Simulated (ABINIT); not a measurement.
Band-structure run of BaZrO₃ (part 2 of 4)

The same run, continued: BaZrO₃ (5 atoms in the cell); Kohn-Sham DFT of a periodic cell, HCTH407, JTH PAW PBE v2.0, no spin polarisation (ABINIT 10.8.3); cutoff 625.86 eV, 6×6×6 k-mesh, fermi-dirac of 0.05 eV. The structure derives from an entry of the Crystallography Open Database.

Geometry of the input (Å; fractional positions):
```
4.1913  0.0000  0.0000
0.0000  4.1913  0.0000
0.0000  0.0000  4.1913
Ba 0.0000  0.0000  0.0000
Zr 0.5000  0.5000  0.5000
O  0.5000  0.5000  0.0000
O  0.5000  0.0000  0.5000
O  0.0000  0.5000  0.5000
```

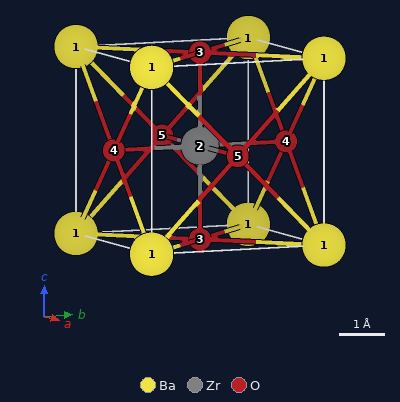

*The structure as given in the input (ball-and-stick view of the cell of the calculation, seen slightly off an axis; atoms are numbered from 1 in the order of the input).*

### Output, continued
```
 cartesian forces (eV/Angstrom) at end:
    1     -0.00000000000000    -0.00000000000000    -0.00000000000000
    2     -0.00000000000000    -0.00000000000000    -0.00000000000000
    3     -0.00000000000000    -0.00000000000000    -0.00000000000000
    4     -0.00000000000000    -0.00000000000000    -0.00000000000000
    5     -0.00000000000000    -0.00000000000000    -0.00000000000000
 frms,max,avg= 0.0000000E+00 0.0000000E+00   0.000E+00  0.000E+00  0.000E+00 e/A
 length scales=  1.000000000000  1.000000000000  1.000000000000 bohr
              =  0.529177210544  0.529177210544  0.529177210544 angstroms
 Fermi (or HOMO) energy (hartree) =   0.23686   Average Vxc (hartree)=  -0.39426
 Eigenvalues (hartree) for nkpt=  20  k points:
 kpt#   1, nband= 24, wtk=  0.00463, kpt=  0.0000  0.0000  0.0000 (reduced coord)
  -1.57215   -0.77186   -0.76619   -0.76619   -0.76619   -0.43092   -0.42110   -0.42110
  -0.21946   -0.21946   -0.21946    0.12141    0.12141    0.12141    0.13976    0.13976
   0.13976    0.16572    0.16572    0.16572    0.29635    0.29635    0.29635    0.36278
      occupation numbers for kpt#   1
   2.00000    2.00000    2.00000    2.00000    2.00000    2.00000    2.00000    2.00000
   2.00000    2.00000    2.00000    2.00000    2.00000    2.00000    2.00000    2.00000
   2.00000    2.00000    2.00000    2.00000    0.00000    0.00000    0.00000    0.00000
 prteigrs : prtvol=0 or 1, do not print more k-points.

--- !EnergyTerms
iteration_state     : {dtset: 1, }
comment             : Components of total free energy in Hartree
kinetic             :  4.47467732427217E+01
hartree             :  2.62225092408394E+01
xc                  : -2.63936942705930E+01
Ewald energy        : -9.89944784842417E+01
psp_core            :  7.33059994018015E+00
local_psp           : -9.09979255322678E+01
PAW spherical_terms :  1.55720176638322E+01
internal            : -1.22514198199529E+02
'-kT*entropy'       :  3.13318366511769E-15
total_energy        : -1.22514198199529E+02
total_energy_eV     : -3.33378116782405E+03
...

--- !EnergyTermsDC
iteration_state     : {dtset: 1, }
comment             : '"Double-counting" decomposition of free energy'
band_energy         : -1.11068316616521E+01
Ewald energy        : -9.89944784842417E+01
psp_core            :  7.33059994018015E+00
xc_dc               : -2.38234388804350E+01
PAW spherical_terms :  4.07995066974308E+00
internal            : -1.22514198416406E+02
'-kT*entropy'       :  3.13318366511769E-15
total_energy_dc     : -1.22514198416406E+02
total_energy_dc_eV  : -3.33378117372556E+03
...

--- !EnergyTermsWithPAWCore
iteration_state     : {dtset: 1, }
comment             : 'Components of total free energy, including PAW core contributions'
Total energy        : -1.19679610018514E+04
Total energy DC     : -1.19679610020683E+04
Total energy (eV)   : -3.25664809398216E+05
Total energy DC (eV): -3.25664809404117E+05
...

 Cartesian components of stress tensor (hartree/bohr^3)
  sigma(1 1)= -1.90824498E-04  sigma(3 2)=  0.00000000E+00
  sigma(2 2)= -1.90824498E-04  sigma(3 1)=  0.00000000E+00
  sigma(3 3)= -1.90824498E-04  sigma(2 1)=  0.00000000E+00

-Cartesian components of stress tensor (GPa)         [Pressure=  5.6143E+00 GPa]
- sigma(1 1)= -5.61425057E+00  sigma(3 2)=  0.00000000E+00
- sigma(2 2)= -5.61425057E+00  sigma(3 1)=  0.00000000E+00
- sigma(3 3)= -5.61425057E+00  sigma(2 1)=  0.00000000E+00

================================================================================
== DATASET  2 ==================================================================

--- !DatasetInfo
iteration_state: {dtset: 2, }
dimensions: {natom: 5, nkpt: 34, mband: 28, nsppol: 1, nspinor: 1, nspden: 1, mpw: 2641, }
cutoff_energies: {ecut:  23.0, pawecutdg:  45.0, }
electrons: {nelect:   4.00000000E+01, charge:   0.00000000E+00, occopt:   3.00000000E+00, tsmear:   1.83747000E-03, }
meta: {optdriver: 0, ionmov: 0, optcell: 0, iscf: -2, paral_kgb: 0, }
...

 mkfilename : getden/=0, take file _DEN from output of DATASET   1.

 Exchange-correlation functional for the present dataset will be:
  GGA: HCTH407 functional - ixc=27
  A.D. Boese, and N.C. Handy, JCP 114, 5497 (2001)

 Real(R)+Recip(G) space primitive vectors, cartesian coordinates (Bohr,Bohr^-1):
 R(1)=  7.9204847  0.0000000  0.0000000  G(1)=  0.1262549  0.0000000  0.0000000
 R(2)=  0.0000000  7.9204847  0.0000000  G(2)=  0.0000000  0.1262549  0.0000000
 R(3)=  0.0000000  0.0000000  7.9204847  G(3)=  0.0000000  0.0000000  0.1262549
 Unit cell volume ucvol=  4.9688430E+02 bohr^3
 Angles (23,13,12)=  9.00000000E+01  9.00000000E+01  9.00000000E+01 degrees

 Coarse grid specifications (used for wave-functions):

 getcut: wavevector=  0.0000  0.0000  0.0000  ngfft=  36  36  36
         ecut(hartree)=     23.000   => boxcut(ratio)=   2.10534

 Fine grid specifications (used for densities):

 getcut: wavevector=  0.0000  0.0000  0.0000  ngfft=  48  48  48
         ecut(hartree)=     45.000   => boxcut(ratio)=   2.00686
--------------------------------------------------------------------------------

================================================================================
 Non-SCF case, kpt    1 (  0.00000  0.00000  0.00000), residuals and eigenvalues=
  7.34E-13  4.84E-13  3.37E-13  1.32E-13  4.31E-13  7.41E-13  3.69E-13  2.38E-13
  4.41E-13  1.01E-13  4.05E-13  4.45E-13  5.83E-13  4.97E-13  9.27E-13  6.00E-13
  7.84E-13  9.44E-13  4.78E-13  6.18E-13  7.98E-13  7.93E-13  4.39E-13  2.32E-13
  1.61E-13  8.05E-13  2.94E-11  1.98E-11
 -1.5721E+00 -7.7186E-01 -7.6619E-01 -7.6619E-01 -7.6619E-01 -4.3092E-01
 -4.2110E-01 -4.2110E-01 -2.1946E-01 -2.1946E-01 -2.1946E-01  1.2141E-01
  1.2141E-01  1.2141E-01  1.3976E-01  1.3976E-01  1.3976E-01  1.6572E-01
  1.6572E-01  1.6572E-01  2.9635E-01  2.9635E-01  2.9635E-01  3.6278E-01
  3.6278E-01  4.1278E-01  4.3950E-01  4.3950E-01
 Non-SCF case, kpt    2 (  0.00000  0.10000  0.00000), residuals and eigenvalues=
  5.81E-13  1.60E-13  3.48E-13  7.81E-13  2.71E-13  5.44E-13  1.65E-13  2.36E-13
  3.98E-13  2.69E-13  9.11E-13  9.30E-13  7.41E-13  7.80E-13  5.57E-13  3.79E-13
  2.75E-13  1.61E-13  5.84E-13  4.99E-13  5.18E-13  7.66E-13  6.30E-13  9.50E-13
  6.12E-13  9.26E-13  1.69E-09  1.93E-09
 -1.5721E+00 -7.7271E-01 -7.6617E-01 -7.6617E-01 -7.6598E-01 -4.3063E-01
 -4.2102E-01 -4.1902E-01 -2.1925E-01 -2.1925E-01 -2.1877E-01  1.1573E-01
  1.2031E-01  1.2031E-01  1.3635E-01  1.3635E-01  1.3731E-01  1.5581E-01
  1.6439E-01  1.6439E-01  2.9754E-01  3.0450E-01  3.0450E-01  3.6826E-01
  3.6864E-01  4.2031E-01  4.3953E-01  4.5192E-01
 Non-SCF case, kpt    3 (  0.00000  0.20000  0.00000), residuals and eigenvalues=
  5.98E-13  2.50E-13  3.58E-13  4.09E-13  4.35E-13  4.23E-13  4.52E-13  9.16E-13
  6.67E-13  4.22E-13  6.21E-13  2.68E-13  4.66E-13  4.10E-13  5.79E-13  9.06E-13
  3.14E-13  3.89E-13  4.91E-13  5.90E-13  2.87E-13  1.94E-13  9.05E-13  9.35E-13
  6.60E-13  9.61E-13  9.14E-13  2.39E-04
 -1.5721E+00 -7.7486E-01 -7.6612E-01 -7.6612E-01 -7.6549E-01 -4.3162E-01
 -4.2083E-01 -4.1161E-01 -2.1869E-01 -2.1869E-01 -2.1697E-01  9.7547E-02
  1.1722E-01  1.1722E-01  1.2828E-01  1.2828E-01  1.3129E-01  1.3730E-01
  1.6172E-01  1.6172E-01  3.0081E-01  3.2525E-01  3.2525E-01  3.8266E-01
  3.8458E-01  4.3956E-01  4.3960E-01  4.7411E-01
 Non-SCF case, kpt    4 (  0.00000  0.30000  0.00000), residuals and eigenvalues=
  6.60E-13  3.42E-13  5.10E-13  4.05E-13  6.28E-13  2.11E-13  9.13E-13  6.67E-13
  2.05E-13  6.50E-13  3.79E-13  8.69E-13  5.00E-13  5.38E-13  3.13E-13  3.78E-13
  4.56E-13  6.59E-13  6.62E-13  3.70E-13  2.09E-13  9.97E-13  4.48E-13  2.41E-13
  5.83E-13  5.89E-13  3.40E-11  1.05E-11
 -1.5721E+00 -7.7739E-01 -7.6605E-01 -7.6605E-01 -7.6492E-01 -4.3386E-01
 -4.2059E-01 -4.0092E-01 -2.1798E-01 -2.1798E-01 -2.1477E-01  7.1139E-02
  1.1289E-01  1.1289E-01  1.1995E-01  1.1995E-01  1.2356E-01  1.2447E-01
  1.5936E-01  1.5936E-01  3.0523E-01  3.5111E-01  3.5111E-01  4.0088E-01
  4.0588E-01  4.3957E-01  4.6180E-01  4.6639E-01
 Non-SCF case, kpt    5 (  0.00000  0.40000  0.00000), residuals and eigenvalues=
  8.11E-13  3.38E-13  4.01E-13  1.21E-13  5.12E-13  9.54E-13  7.92E-13  6.95E-13
  5.49E-13  4.55E-13  2.84E-13  5.21E-13  8.05E-13  5.07E-13  4.46E-13  3.58E-13
  4.83E-13  2.49E-13  5.57E-13  4.12E-13  5.46E-13  9.87E-13  4.82E-13  9.99E-13
  9.52E-13  4.99E-13  5.67E-13  3.82E-08
 -1.5720E+00 -7.7937E-01 -7.6599E-01 -7.6599E-01 -7.6447E-01 -4.3585E-01
 -4.2040E-01 -3.9158E-01 -2.1741E-01 -2.1741E-01 -2.1300E-01  4.9272E-02
  1.0886E-01  1.0886E-01  1.1445E-01  1.1445E-01  1.1551E-01  1.1936E-01
  1.5791E-01  1.5791E-01  3.0917E-01  3.7362E-01  3.7362E-01  4.1643E-01
  4.2491E-01  4.3928E-01  4.5241E-01  4.9286E-01
 Non-SCF case, kpt    6 (  0.00000  0.50000  0.00000), residuals and eigenvalues=
  3.24E-13  1.79E-13  7.42E-13  1.56E-13  3.36E-13  1.75E-13  5.28E-13  2.22E-13
  5.12E-13  6.55E-13  2.79E-13  2.00E-13  3.09E-13  3.63E-13  3.52E-13  2.63E-13
  2.68E-13  5.93E-13  2.56E-13  5.11E-13  9.62E-13  3.06E-13  9.23E-13  3.19E-13
  7.46E-13  6.53E-13  9.38E-13  4.96E-09
 -1.5720E+00 -7.8012E-01 -7.6597E-01 -7.6597E-01 -7.6430E-01 -4.3662E-01
 -4.2033E-01 -3.8786E-01 -2.1719E-01 -2.1719E-01 -2.1233E-01  4.0986E-02
  1.0720E-01  1.0720E-01  1.1262E-01  1.1262E-01  1.1278E-01  1.1749E-01
  1.5743E-01  1.5743E-01  3.1079E-01  3.8302E-01  3.8302E-01  4.2280E-01
  4.3276E-01  4.3892E-01  4.4879E-01  4.9120E-01
 Non-SCF case, kpt    7 (  0.10000  0.50000  0.00000), residuals and eigenvalues=
  6.31E-13  5.26E-13  1.75E-13  2.97E-13  7.37E-13  3.14E-13  4.39E-13  3.01E-13
  2.96E-13  6.57E-13  3.09E-13  9.43E-13  5.47E-13  7.35E-13  3.59E-13  4.62E-13
  9.83E-13  5.26E-13  7.82E-13  8.98E-13  5.24E-13  8.72E-13  7.92E-13  6.65E-13
  7.23E-13  7.49E-13  6.38E-13  1.61E-06
 -1.5720E+00 -7.7973E-01 -7.6681E-01 -7.6595E-01 -7.6459E-01 -4.3466E-01
 -4.1878E-01 -3.8830E-01 -2.1764E-01 -2.1684E-01 -2.1324E-01  4.0765E-02
  9.1637E-02  1.0570E-01  1.0608E-01  1.1033E-01  1.1832E-01  1.3453E-01
  1.4829E-01  1.5540E-01  3.1793E-01  3.8282E-01  3.8400E-01  4.2708E-01
  4.3867E-01  4.4644E-01  4.5443E-01  4.8051E-01
 Non-SCF case, kpt    8 (  0.20000  0.50000  0.00000), residuals and eigenvalues=
  5.41E-13  4.69E-13  2.62E-13  5.93E-13  7.17E-13  5.50E-13  6.82E-13  2.19E-13
  8.42E-13  7.18E-13  5.47E-13  2.88E-13  2.91E-13  4.45E-13  5.93E-13  5.01E-13
  3.27E-13  7.79E-13  5.26E-13  9.70E-13  5.87E-13  5.52E-13  2.31E-13  8.99E-13
  7.68E-13  6.83E-13  5.06E-10  1.89E-08
 -1.5720E+00 -7.7862E-01 -7.6898E-01 -7.6590E-01 -7.6541E-01 -4.3069E-01
 -4.1336E-01 -3.8943E-01 -2.1877E-01 -2.1592E-01 -2.1557E-01  4.0251E-02
  7.1887E-02  9.4880E-02  1.0160E-01  1.0455E-01  1.2470E-01  1.3587E-01
  1.5124E-01  1.5166E-01  3.3609E-01  3.8251E-01  3.8865E-01  4.3778E-01
  4.4880E-01  4.5554E-01  4.6935E-01  4.7691E-01
 Non-SCF case, kpt    9 (  0.30000  0.50000  0.00000), residuals and eigenvalues=
  5.32E-13  9.85E-13  4.60E-13  5.21E-13  9.77E-13  3.71E-13  5.69E-13  2.28E-13
  3.32E-13  3.44E-13  6.20E-13  6.54E-13  3.37E-13  4.34E-13  2.19E-13  3.36E-13
  3.95E-13  5.01E-13  3.30E-13  4.08E-13  8.12E-13  6.79E-13  4.62E-13  5.30E-13
  8.88E-13  9.03E-13  5.75E-11  1.21E-09
 -1.5719E+00 -7.7700E-01 -7.7157E-01 -7.6669E-01 -7.6584E-01 -4.2763E-01
 -4.0437E-01 -3.9084E-01 -2.2005E-01 -2.1837E-01 -2.1477E-01  3.9657E-02
  5.6228E-02  6.9936E-02  9.6333E-02  9.7707E-02  1.3242E-01  1.3578E-01
  1.4769E-01  1.6343E-01  3.5802E-01  3.8237E-01  3.9806E-01  4.3549E-01
  4.4987E-01  4.8199E-01  4.8459E-01  4.8854E-01
 Non-SCF case, kpt   10 (  0.40000  0.50000  0.00000), residuals and eigenvalues=
  2.49E-13  3.31E-13  2.96E-13  3.37E-13  1.93E-13  4.36E-13  2.94E-13  3.13E-13
  2.22E-13  3.22E-13  9.08E-13  2.43E-13  4.69E-13  4.44E-13  4.74E-13  3.29E-13
  4.21E-13  6.32E-13  2.04E-13  8.43E-13  3.65E-13  4.98E-13  5.89E-13  6.80E-13
  8.97E-13  8.48E-13  4.48E-08  1.24E-07
 -1.5719E+00 -7.7528E-01 -7.7362E-01 -7.6813E-01 -7.6579E-01 -4.2594E-01
 -3.9588E-01 -3.9199E-01 -2.2101E-01 -2.2055E-01 -2.1382E-01  3.8688E-02
  4.6219E-02  4.8769E-02  9.2039E-02  9.2391E-02  1.3855E-01  1.3925E-01
  1.4568E-01  1.6980E-01  3.7566E-01  3.8237E-01  4.0875E-01  4.2424E-01
  4.5884E-01  4.8909E-01  5.0514E-01  5.0810E-01
 Non-SCF case, kpt   11 (  0.50000  0.50000  0.00000), residuals and eigenvalues=
  3.39E-13  5.66E-13  1.87E-13  3.57E-13  2.58E-13  4.68E-13  2.74E-13  2.66E-13
  7.37E-13  3.47E-13  3.70E-13  1.17E-13  3.49E-13  4.34E-13  4.50E-13  5.80E-13
  7.08E-13  8.52E-13  5.96E-13  8.93E-13  3.39E-13  9.37E-13  6.80E-13  8.29E-13
  6.58E-13  5.98E-13  2.88E-13  5.62E-08
 -1.5719E+00 -7.7438E-01 -7.7438E-01 -7.6891E-01 -7.6577E-01 -4.2540E-01
 -3.9243E-01 -3.9243E-01 -2.2136E-01 -2.2136E-01 -2.1345E-01  3.6543E-02
  4.2511E-02  4.2780E-02  9.0409E-02  9.0409E-02  1.4086E-01  1.4086E-01
  1.4506E-01  1.7174E-01  3.8240E-01  3.8240E-01  4.1367E-01  4.2009E-01
  4.6212E-01  4.9042E-01  5.1186E-01  5.1186E-01
 Non-SCF case, kpt   12 (  0.42857  0.42857  0.00000), residuals and eigenvalues=
  4.61E-13  8.52E-13  3.22E-13  5.12E-13  1.23E-13  3.60E-13  9.36E-13  8.03E-13
  3.96E-13  2.78E-13  3.13E-13  7.73E-13  3.31E-13  2.28E-13  1.32E-13  3.42E-13
  8.39E-13  7.49E-13  4.72E-13  4.91E-13  8.92E-13  9.23E-13  2.48E-13  4.49E-13
  5.66E-13  4.25E-13  8.57E-09  4.31E-07
 -1.5719E+00 -7.7492E-01 -7.7399E-01 -7.6809E-01 -7.6579E-01 -4.2592E-01
 -3.9411E-01 -3.9392E-01 -2.2134E-01 -2.2023E-01 -2.1383E-01  4.0973E-02
  4.5902E-02  4.7177E-02  9.2224E-02  9.2328E-02  1.3728E-01  1.4059E-01
  1.4568E-01  1.6987E-01  3.7867E-01  3.7900E-01  4.0741E-01  4.2510E-01
  4.5870E-01  4.8916E-01  5.0296E-01  5.1052E-01
 Non-SCF case, kpt   13 (  0.35714  0.35714  0.00000), residuals and eigenvalues=
  1.62E-13  2.63E-13  4.39E-13  3.08E-13  6.38E-13  2.27E-13  3.02E-13  5.56E-13
  9.90E-13  2.32E-13  8.63E-13  3.73E-13  3.82E-13  3.69E-13  1.73E-13  2.29E-13
  6.92E-13  3.05E-13  5.14E-13  5.36E-13  5.31E-13  2.77E-13  4.30E-13  5.25E-13
  8.02E-13  3.37E-13  5.74E-10  2.67E-11
 -1.5720E+00 -7.7570E-01 -7.7290E-01 -7.6651E-01 -7.6584E-01 -4.2714E-01
 -3.9879E-01 -3.9806E-01 -2.2122E-01 -2.1758E-01 -2.1484E-01  5.3571E-02
  5.5157E-02  6.0153E-02  9.7525E-02  9.7528E-02  1.2970E-01  1.3998E-01
  1.4762E-01  1.6490E-01  3.6806E-01  3.6849E-01  3.9026E-01  4.3661E-01
  4.4889E-01  4.7946E-01  4.8585E-01  4.8654E-01
 Non-SCF case, kpt   14 (  0.28571  0.28571  0.00000), residuals and eigenvalues=
  6.77E-13  5.21E-13  3.21E-13  5.96E-13  3.64E-13  4.11E-13  6.67E-13  5.18E-13
  2.99E-13  2.62E-13  5.86E-13  2.44E-13  3.40E-13  3.77E-13  3.40E-13  6.71E-13
  2.31E-13  2.25E-13  2.47E-13  8.45E-13  7.24E-13  8.68E-13  7.51E-13  5.43E-13
  5.98E-13  5.48E-13  4.98E-10  3.24E-08
```
